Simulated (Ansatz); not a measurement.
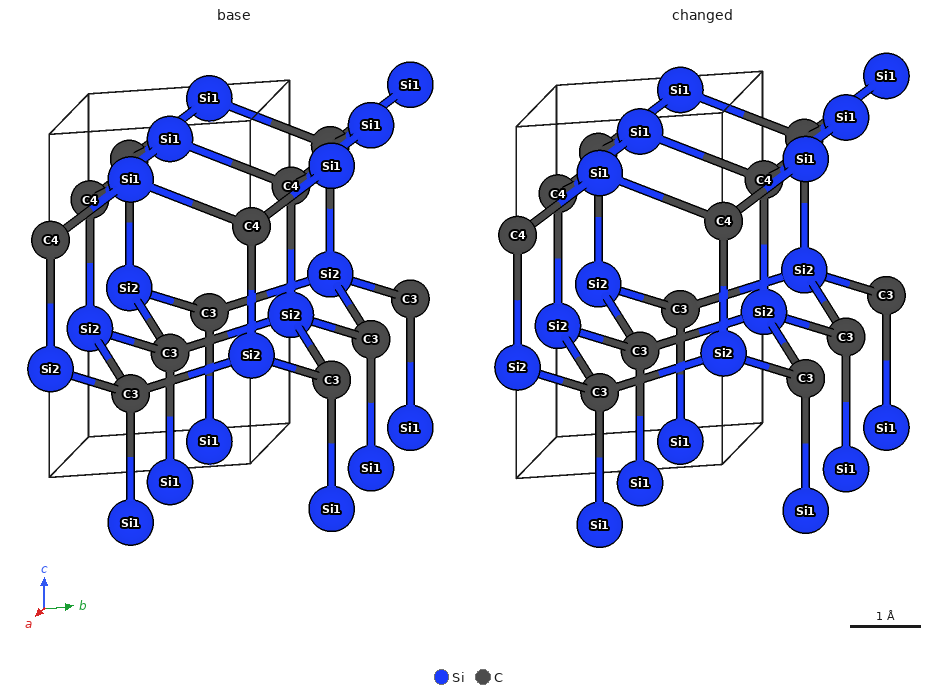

Left: a crystal of SiC (built on the wurtzite type) at its r2SCAN-relaxed geometry. Right: the same structure after one change, at the same scale. The picture is a ball-and-stick view of the cell of the calculation, repeated 3 × 2 × 1 with one cell outlined, seen slightly off an axis.

Theory: Ansatz 0.2.0, DFT, r2SCAN, plane waves, PAW. Set-up: plane-wave cutoff 500 eV; k-point mesh 12 × 12 × 6; occupations fixed; no spin polarisation.

**What was changed?**

All lengths are scaled by +2.5 % (volume +7.7 %). The atoms were relaxed with r2SCAN under that strain, and this is a single point on that geometry.

**What does the change do?**

Energy change: +38.5 meV per atom. Pressure: 0.0 GPa before, −14.6 GPa after. The principal stresses (compression positive) are −14.4 GPa along c and −14.7 GPa across it. The forces stay under 0.01 eV/Å. Some distances before and after: C–Si 1.897 → 1.945 Å, C–Si 1.883 → 1.930 Å. The space group stays P6_3mc (No. 186).
